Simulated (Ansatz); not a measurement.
Pd (Im-3m, No. 229): the end point of a relaxation with DFT, PBE, plane waves (420 eV) with PAW, scalar-relativistic in Ansatz 0.2.0; the starting structure was generated, so it need not be a known form of this composition.

```cif
data_structure
_symmetry_space_group_name_H-M 'Im-3m'
_symmetry_Int_Tables_number 229
_cell_length_a 3.1374
_cell_length_b 3.1374
_cell_length_c 3.1374
_cell_angle_alpha 90.000
_cell_angle_beta 90.000
_cell_angle_gamma 90.000
_cell_volume 30.88
loop_
_atom_site_label
_atom_site_type_symbol
_atom_site_symmetry_multiplicity
_atom_site_Wyckoff_symbol
_atom_site_fract_x
_atom_site_fract_y
_atom_site_fract_z
_atom_site_occupancy
Pd1 Pd 2 a 0.00000 0.00000 0.00000 1
```

Q: What will an iDPC-like image along [001] show? Simulated as the projected potential of neutral atoms (B = 0.5 Å²) blurred by a 0.91 Å probe, the thin-sample limit of integrated differential phase contrast. The display is stretched by a gamma of 0.8; percentages refer to the linear signal. Shot noise and the speckle of an amorphous layer were added.

A: The columns repeat on a square net with a repeat of 2.22 Å (plane group p4mm). All columns are alike (Pd). The shortest distance between visible columns is 2.22 Å in projection. Along the beam the structure repeats every 3.14 Å.

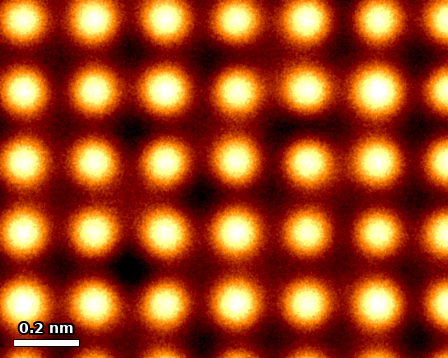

The simulated image.
